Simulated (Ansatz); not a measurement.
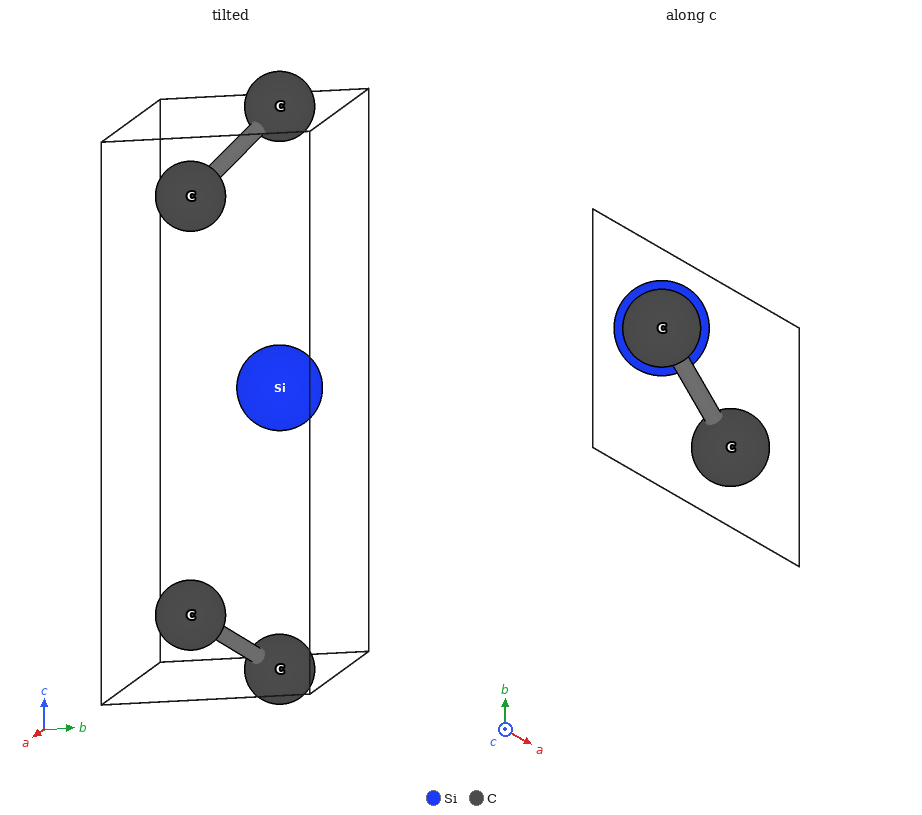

This ball-and-stick model is shown slightly off an axis and along the c axis. The frame is the conventional unit cell; atoms at its boundary are shown with their periodic copies. Cell: a = 2.51 Å, b = 2.51 Å, c = 6.72 Å, α = 90.00°, β = 90.00°, γ = 120.00°.

It goes back to a structure type filled with these elements by a generator (whether the compound takes this form wasn't checked). Earlier steps of the study may have refined or changed the cell and positions. It was run through Ansatz as a DFT input.

> State composition, symmetry and coordination.

Chemical formula SiC$_{3}$. Space group P-6m2 (No. 187), lattice primitive hexagonal. Cell content: 1 Si, 3 C, that is 1 formula unit. Taking every contact within bonding distance, one finds Si 6 and C 4 to 6 (mean 4.7).

Method used: Ansatz 0.2.0, DFT PBE, scalar-relativistic, plane waves, PAW. It ran with a kinetic-energy cutoff of 420 eV, k-points on a 24×24×8 grid, Gaussian smearing of 0.1 eV, no spin polarisation.

> Does it come out as a metal, or with a gap?

A metal: bands cross the Fermi level.

> What charge does Bader's analysis assign to each element?

Si +0.29 e; C -0.13 to -0.04 e.

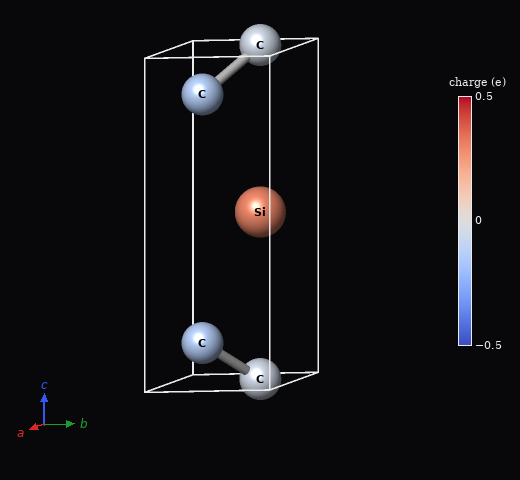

The atoms coloured by those charges. The run's cell of 4 atoms is drawn.

> Is this the optimised geometry for these settings?

Yes. All forces vanish to within 0.01 eV/Å. The pressure is 0.0 GPa, close to zero.
